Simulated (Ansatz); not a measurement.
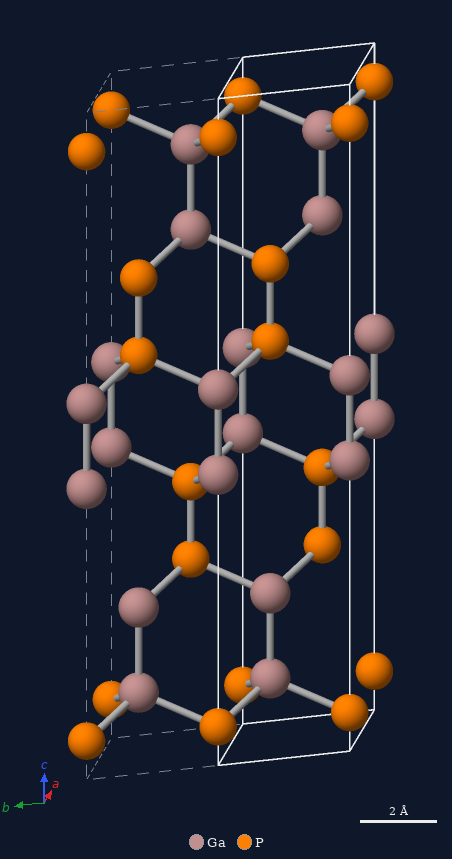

The figure gives a ball-and-stick picture of the atoms, viewed from a general direction. The conventional unit cell (solid box) is repeated to 1×2×1 cells.

GaP, space group R-3m (No. 166), a = 3.71 Å, b = 3.71 Å, c = 18.58 Å, α = 90.00°, β = 90.00°, γ = 120.00°.

The numbers come from Ansatz, DFT PBE, scalar-relativistic, plane waves, PAW, using a plane-wave cutoff of 420 eV, k-points about 0.22 Å⁻¹ apart, Gaussian smearing of 0.02 eV, no spin polarisation.

Question: What is the band gap, if any?

Answer: A semiconductor at this level, with a gap of 0.73 eV on the k-mesh (the true edges may lie between mesh points, so the gap can be somewhat smaller).

The initial geometry was a structure listed in the Materials Project. It was relaxed at fixed volume with Ansatz 0.2.0, DFT PBE, scalar-relativistic, plane waves, PAW.

At this level of theory the cell isn't at rest (compressed, at 12 GPa), so its distances can differ from those at equilibrium, the more so the softer the solid.
